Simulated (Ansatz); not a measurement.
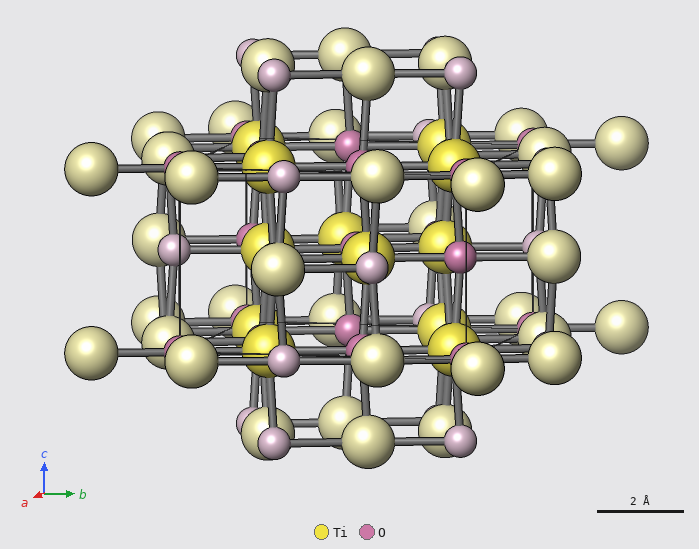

Drawn in the ball-and-stick manner and seen slightly off an axis. The parallelepiped is the conventional unit cell. Periodic images bonded to atoms of the box are shown as well, in fainter colours.

What structure is drawn here?

- Its composition is Ti4O5.
- It belongs to space group I4/m (No. 87) and has a body-centred tetragonal lattice.
- Counting shared atoms by their share gives 8 Ti, 10 O, or 18 atoms.
- Each Ti has six O in a distorted octahedral arrangement at about 2.1 to 2.2 Å. O takes two kinds of site: 8h with five Ti in a distorted square pyramidal arrangement at about 2.2 Å; 2a with four Ti in a square planar arrangement at about 2.1 Å. Not all metal-metal contacts are counted.
- The bonds build a three-dimensional framework.

Origin of the cell: a structure listed in the Materials Project. The cell was then strained or its atoms displaced on purpose. It was run through Ansatz as a DFT input.

At this level of theory the run's own cell isn't at rest (stretched, at -26 GPa and forces up to 0.6 eV/Å), so its distances can differ from those at equilibrium, the more so the softer the solid.
